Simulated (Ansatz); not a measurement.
Band edges of SnO (space group Pmn2_1, No. 31).

```xyz
4
Lattice="3.3550 0.0000 0.0000 0.0000 5.6741 0.0000 0.0000 0.0000 4.2220" Properties=species:S:1:pos:R:3 pbc="T T T"
Sn    0.0000    1.3159    2.1665
Sn    1.6775    4.3582    0.0555
O     0.0000    5.0570    3.1110
O     1.6775    0.6171    1.0000
```

Method: DFT PBE, scalar-relativistic, plane waves, PAW; levels and slopes on a dense k mesh at the converged density in Ansatz. No spin polarisation. k mesh for the levels: 24×14×18. Unrelaxed database geometry. The cell comes from a database of computed structures, not from a measurement.

Masses come from a second pass at points close to the extrema; at the energies drawn a band may no longer be parabolic.

The gap is indirect, 1.36 eV at this level of theory (semilocal functionals give gaps that are too small, and can reorder valleys that lie close).

Valence band: two equivalent maxima on the Γ–X line, flat along one line in k (constant-energy surfaces there are tubes), with masses 0.48 and 0.61 mₑ across; one maximum at R, 0.43 eV below the edge, two bands meeting there. Band 20 forms the valence edge. The surfaces also take in Γ, where this band lies 0.01 eV below its edge, so they needn't be separate pockets.
Conduction band: two equivalent minima on the S–Y line, principal masses 0.20, 0.48 and 0.78 mₑ; four equivalent minima away from the named points and lines, 0.28 eV above the edge, principal masses 0.37, 0.57 and 0.98 mₑ; two equivalent minima on the Y–T line, 0.29 eV above the edge, principal masses 0.40, 0.60 and 1.36 mₑ. Band 21 forms the conduction edge.

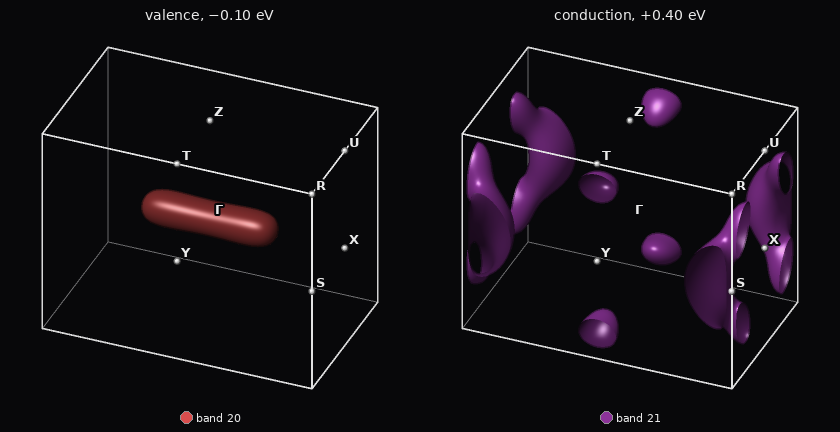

Constant-energy surfaces near the two band edges, measured from each edge.

Spin-orbit coupling, left out here, can change the gap, its kind, the place of the band edges and the masses, since the compound holds Sn.
